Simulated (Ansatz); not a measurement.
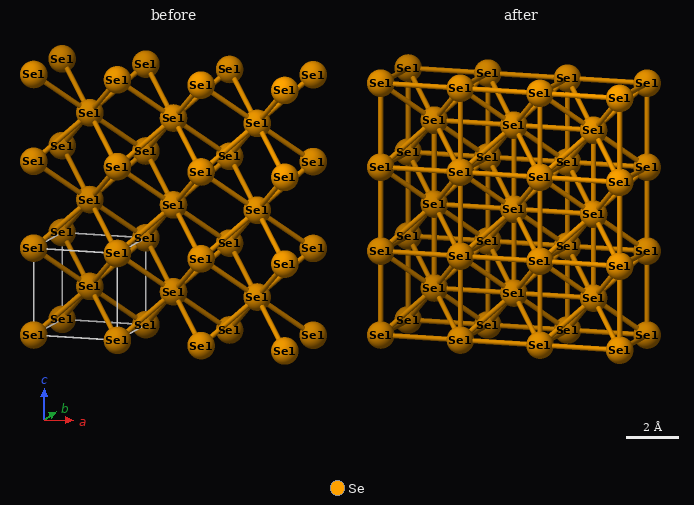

Left: a symmetric starting cell of Se. Right: the same structure after one change, at the same scale. Style: ball-and-stick. Shown: the conventional cell (2 times the calculation's cell), repeated 3 × 1 × 3 with one cell outlined, slightly off an axis. Lengths and directions refer to the drawn axes.

Level of theory: DFT PBEsol, scalar-relativistic, plane waves, PAW in Ansatz. (plane-wave cutoff 420 eV; k-point mesh 16 × 16 × 16; occupations gaussian; smearing width 0.1 eV; no spin polarisation)

Which change leads from the left to the right?

Answer. The cell is strained by −4.8 % along a and −3.3 % across it (volume −11.1 %), the atoms keeping their fractional coordinates. No relaxation follows. The starting cell wasn't computed here and needn't be at equilibrium, so pressure and forces aren't due to the change alone.

What does the change do?

Answer. Some distances before and after: Se–Se 3.407 → 3.242 to 3.293 Å, Se–Se 2.950 → 2.837 Å. The space group (tolerance 0.01 Å) goes from Im-3m (No. 229) to I4/mmm (No. 139). The pressure is 9.4 GPa (not all of it need come from the change, since the unchanged cell can be under pressure at this level too). The principal stresses (compression positive) are 9.3 GPa along a and 9.5 GPa across it. All forces vanish by symmetry.
